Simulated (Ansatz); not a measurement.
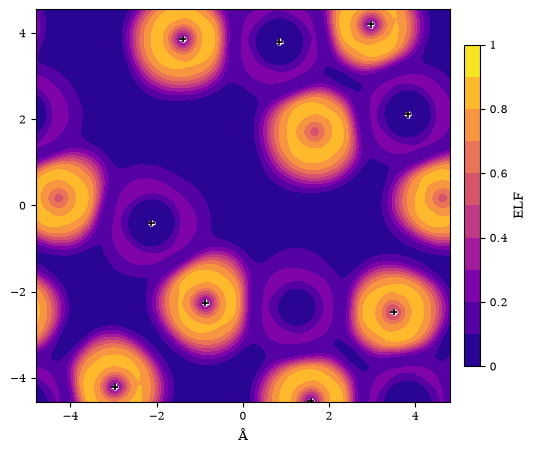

The electron localisation function on a plane through atoms (crosses mark nuclei in the plane).

Theory: Ansatz 0.2.0, DFT PBE, scalar-relativistic, plane waves, PAW.

Candidates:
A. CsPbBr₃, a = 8.53 Å, b = 11.90 Å, c = 8.26 Å, α = 90.00°, β = 90.00°, γ = 90.00°. Space group Pnma.
B. Si, a = 7.74 Å, b = 7.74 Å, c = 7.74 Å, α = 60.00°, β = 60.00°, γ = 60.00°. Space group Fd-3m.
C. In₂O₃, a = 8.91 Å, b = 8.91 Å, c = 8.91 Å, α = 109.47°, β = 109.47°, γ = 109.47°. Space group Ia-3.

**Which system is this?**

Candidate C: In₂O₃ on the (010) plane of the calculation cell, which holds In and O. In–O (2.16 Å): the ELF peaks at about 0.85 in the valence shell of O, 0.6 Å from its nucleus, and is about 0.15 at the midpoint: no shared electron pair shows on this line. In–O (2.24 Å): the ELF peaks at about 0.85 in the valence shell of O, 0.6 Å from its nucleus, and is about 0.15 at the midpoint (no localised pair shows between them).
